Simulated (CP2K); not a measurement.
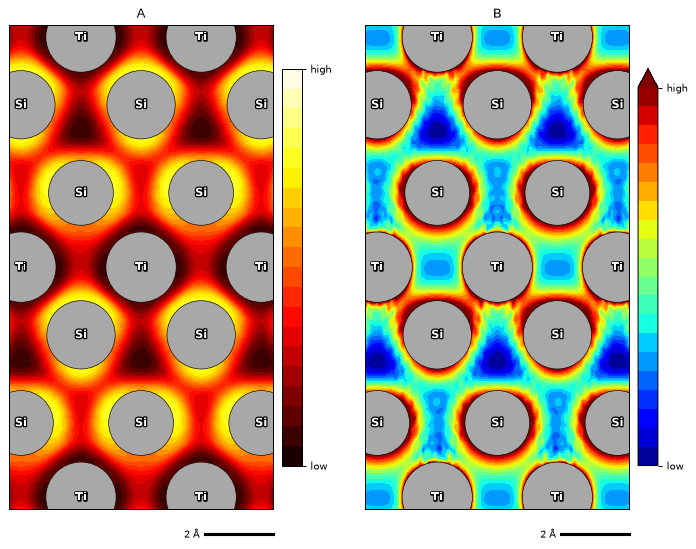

TiSi2: 2 fields on the (001) plane of the conventional cell, with unlabelled colour scales. Grey discs cover the atomic cores.

Space group Cmcm; a structure from a database of computed crystals, not necessarily the ambient phase; not relaxed (largest force 0.3 eV/Å).

Theory: Kohn-Sham DFT of a periodic cell, PBEsol, GTH-PBE with UZH-TZVP basis in CP2K 2026.2.

Question: The panels show electron localisation function and valence pseudo-density in some order. Assign them.

Answer: Panel A: electron localisation function. Panel B: valence pseudo-density. From the grid: Ti–Si (2.66 Å): ρ is about 0.3 e/Å³ halfway; the ELF peaks at about 0.80 in the valence shell of Si, 0.9 Å from its nucleus, and is about 0.45 at the midpoint.
